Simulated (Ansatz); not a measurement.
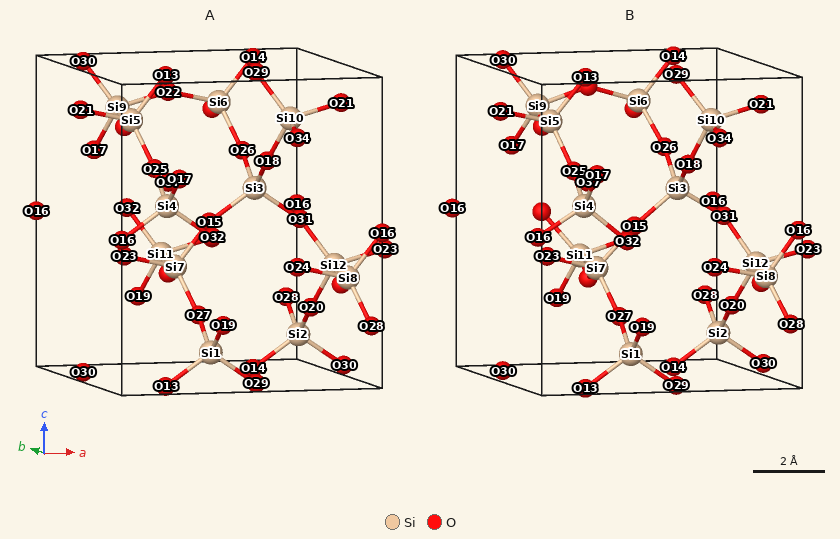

Two geometries of a defect cell of composition Si₁₂O₂₅, drawn at one scale. One is the start of a relaxation, the other its converged end. The picture is a ball-and-stick view of the cell of the calculation (origin shifted), seen slightly off an axis.

These are results of DFT PBE, scalar-relativistic, plane waves, PAW (Ansatz 0.2.0), not measurements. Settings: plane-wave cutoff 420 eV; k-point mesh 2 × 2 × 2; occupations gaussian; smearing width 0.01 eV; mesh shifted by (0.5, 0.5, 0.5); no spin polarisation; atoms relaxed in a fixed cell; force threshold 0.025 eV/Å; at most 45 steps.

**Which one is relaxed?**

Structure B is the relaxed one. Case: O interstitial, charge +0, atoms relaxed at the host's cell. The largest moves, 0.19 Å, are those of O atoms. By element the largest moves are O 0.19 Å, Si 0.09 Å. The cell doesn't change. Near-neighbour distances that change, for instance: O–Si 1.623 → 1.637 Å. Bond angles that change, for instance: Si–O–Si 153.6° → 146.3°, Si–O–Si 153.6° → 159.9°, Si–O–Si 153.6° → 147.3°. After 5 accepted moves (6 points after the start) the energy has fallen by 0.299 eV per cell of the calculation. Largest force component: 0.83 eV/Å at the start, 0.0085 eV/Å at the end. 1 step only repeated the SCF at the same geometry. The run may lie on a higher electronic state than the lowest, so the end point isn't shown to be the ground-state structure.

Limits of the set-up: the periodic images lie only 7.6 Å apart, so the values are limited by the cell's size.
